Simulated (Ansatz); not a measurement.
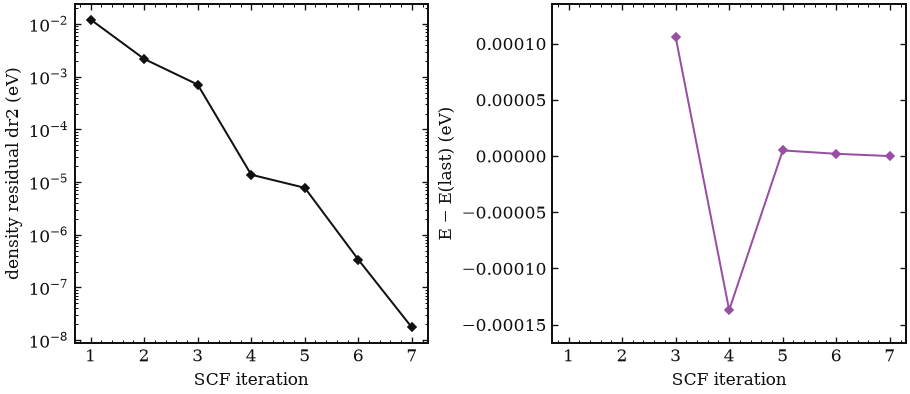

The plot shows the SCF iterations of a calculation: density residual dr2, Harris–Foulkes energy less its last value. The starting density is a sum of atomic densities corrected by a trained network. The first two energies lie far off the scale and aren't drawn.

WSe2 (3 atoms in the cell), run with Ansatz.

```
crystal:
  lattice:
    - [3.2790093616, 0.0, 0.0]
    - [-1.6395046808, 2.8397054064, 0.0]
    - [0.0, 0.0, 7.0056151695]
  atoms:
    - { symbol: W, position: [0.0, 0.0, 0.0] }
    - { symbol: Se, position: [0.3333333333, 0.6666666667, 0.2405572634] }
    - { symbol: Se, position: [0.3333333333, 0.6666666667, 0.7594427366] }
basis:
  ecutwfc: 420
  ecutrho_ratio: 1
kpoints:
  mp_grid: { grid: [12, 12, 4] }
hamiltonian:
  xc: pbe
  dispersion: d3bj
scf:
  occupations: { method: gaussian, width: 0.02 }
  max_iter: 50
output:
  forces: true
  eigenvalues: true
  stress: true
```

Run as:
```bash
ansatz run input.yaml --threads 4 --pin off --max-ram 10240MiB --backend cpu --events-out ev --progress --plain --runs-dir out
```

**How did this run end?**

It converged, after 7 iterations. The residual falls at every step.

**Is anything amiss with this input?**

The input holds an odd setting (a density cutoff under four times that of the waves). The SCF closed; whether the result suffers can't be told from this run alone.
